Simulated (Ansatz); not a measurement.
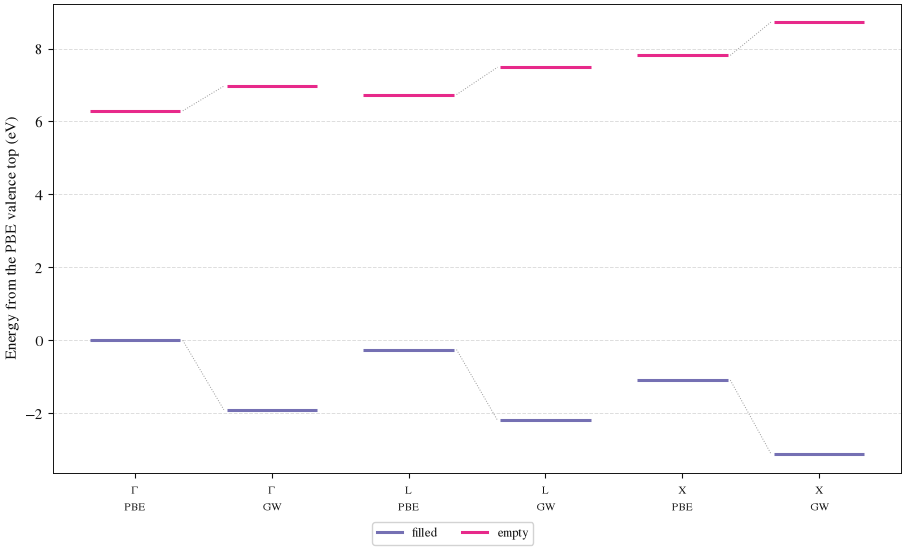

Kohn-Sham (PBE) and quasiparticle levels side by side at points of the k mesh; filled and empty levels have different colours. System: LiCl, space group Fm-3m, 2 atoms in the cell. Level of theory: G0W0@PBE, full frequency by contour deformation, hand-made PAW set, no spin polarisation, 6×6×6 k mesh, 780 eV cutoff; code Ansatz 0.2.0-dev.

The gap on the mesh goes from 6.29 eV in PBE to 8.87 eV, an opening of 2.58 eV. The valence top moves by −1.90 eV and the conduction bottom by +0.68 eV.

These values hold for 337 empty bands and a screening cutoff of 180 eV on this mesh, not for the basis limit.
